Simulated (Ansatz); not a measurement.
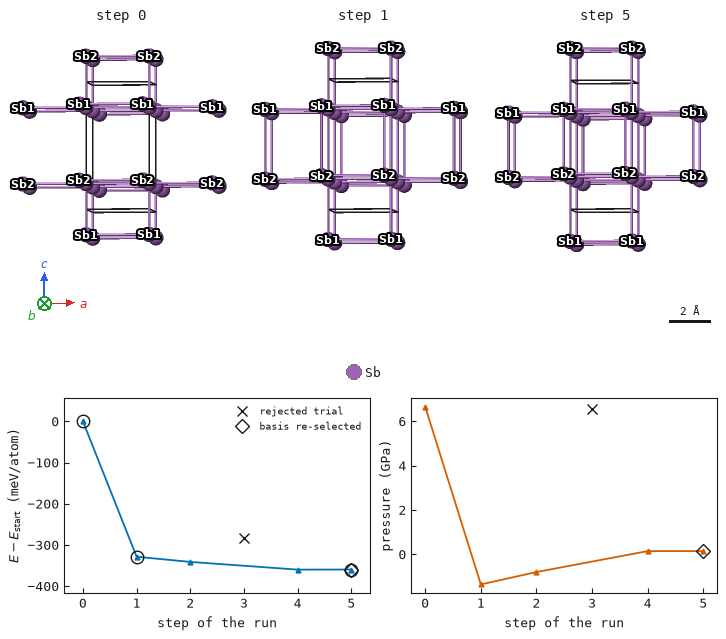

Frames of a relaxation of a crystal of Sb (a generated structure, set up in P4/mmm) (coarse preliminary run), marked on the history of the run. Style: ball-and-stick. Shown: the cell of the calculation, from a free direction.

Computed with Ansatz, DFT PBE, scalar-relativistic, plane waves, PAW.

Input
```yaml
crystal:
  lattice:
    - [3.1558872, 0.0, 0.0]
    - [0.0, 3.1558872, 0.0]
    - [0.0, 0.0, 6.33645173]
  atoms:
    - { symbol: Sb, position: [0.0, 0.0, 0.79905063] }
    - { symbol: Sb, position: [0.0, 0.0, 0.20094937] }
basis:
  ecutwfc: 420
kpoints:
  mp_grid: { grid: [6, 6, 4] }
hamiltonian:
  xc: pbe
scf:
  occupations: { method: gaussian, width: 0.1 }
  lower_state_search: "off"
output:
  forces: true
  stress: true
  eigenvalues: true
relax:
  adjacent_minimum: "off"
  f_tol: 0.04
  max_steps: 70
  cell: { stress_tol: 0.4 }
```

Run as
```bash
ansatz run input.yaml --threads 1 --pin off --max-ram 2048MiB --backend cpu --events-out ev --progress --plain --runs-dir out
```

Question: Describe the path.

Answer: The energy falls by 359 meV per atom in 3 accepted moves (5 points after the start). The largest force component goes from 3.3 to 0.023 eV/Å. The pressure goes from 6.66 to 0.15 GPa. The line search rejected the trial step at point 3 of the run. The SCF was repeated once at an unchanged geometry on a basis and grid sized afresh for the cell, which shifted the energy by 0.2 meV per atom at most. The largest moves relative to the cell, 0.31 Å, are those of Sb1 and Sb2. Sb1 goes along −c. The drawn cell changes as follows: a = b 3.156 → 3.081 Å (−2.4 %), c 6.336 → 6.406 Å (+1.1 %); the volume changes by −3.6 %. Near-neighbour distances that change, for instance: Sb1–Sb2 2.547 → 3.196 Å, Sb1–Sb2 (another image) 3.790 → 3.210 Å, Sb1–Sb1 3.156 → 3.081 Å. The space group stays P4/mmm (No. 123). Cost: 14 s on 1 thread of Arm Neoverse V1, with other jobs on the host, peak memory 0.34 GiB. From step 0 to 1: Sb atoms move most (0.20 Å), volume +1.7 %, energy −328 meV per atom. From step 1 to 5: Sb atoms move most (0.11 Å), volume −5.3 %, energy −31.0 meV per atom.
